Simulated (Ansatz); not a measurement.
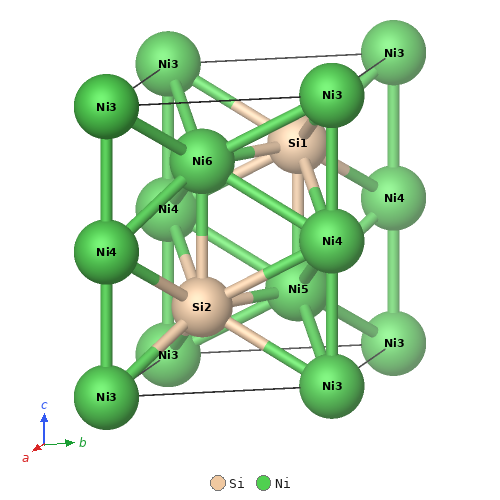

The system is SiNi2 (P6_3/mmc, No. 194; 6 atoms in the cell); the picture shows the reference structure. The cell is strained homogeneously, by one strain along x and y and another along z, with fractional coordinates fixed (x along [1 0 0], z along [0 0 1] of the conventional cell). First axis: strain along x and y. Second axis: strain along z. The scan uses a 5 × 5 grid. Energies: meV/atom, counted from the lowest grid point. The runs have no spin polarisation; a magnetic state may lie lower. Level of theory: Ansatz, DFT PBEsol, scalar-relativistic, plane waves, PAW. Settings: cutoff 420 eV, k-mesh 12×12×10 in the order of the run's cell vectors, gaussian smearing 0.15 eV, no spin polarisation.

Its coordinates:

```xyz
6
Lattice="3.8685 0.0000 0.0000 -1.9342 3.3502 0.0000 0.0000 0.0000 4.9170" Properties=species:S:1:pos:R:3 pbc="T T T"
Si    0.0000    2.2335    3.6877
Si    1.9342    1.1167    1.2292
Ni    0.0000    0.0000    0.0000
Ni    0.0000    0.0000    2.4585
Ni    0.0000    2.2335    1.2292
Ni    1.9342    1.1167    3.6877
```

Range: strain along x and y from −3.0 to 3.0 %; strain along z from −3.0 to 3.0 %.

**What landscape does the calculation give?**

The lowest grid point is at strain along x and y = 0.0 %, strain along z = 0.0 %. It is the only kind of minimum in the scanned range. The highest grid point, strain along x and y = −3.0 %, strain along z = −3.0 %, lies 68.6 meV/atom above the lowest. Round the minimum the valley is somewhat tilted: raising strain along x and y shifts the best value of strain along z downwards (coupling k₁₂/√(k₁₁k₂₂) about 0.4).

| strain along z ↓, strain along x and y → | −3.0 | −1.5 | 0.0 | 1.5 | 3.0 |
| --- | --- | --- | --- | --- | --- |
| 3.0 | 33.3 | 11.8 | 9.9 | 25.1 | 55.0 |
| 1.5 | 33.8 | 8.2 | 2.6 | 14.5 | 41.5 |
| 0.0 | 39.3 | 9.4 | 0.0 | 8.5 | 32.4 |
| −1.5 | 50.6 | 16.3 | 2.9 | 7.9 | 28.7 |
| −3.0 | 68.6 | 29.7 | 12.3 | 13.6 | 31.1 |

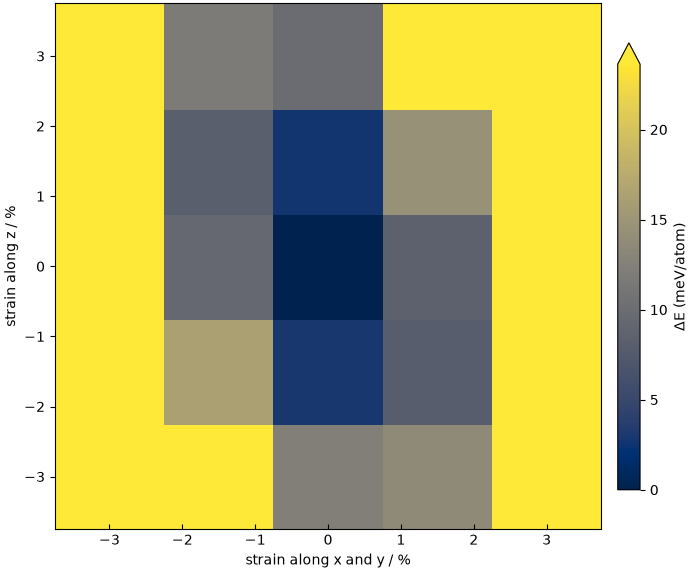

The picture shows one coloured cell a grid point, one colour for all values above the top of the scale.
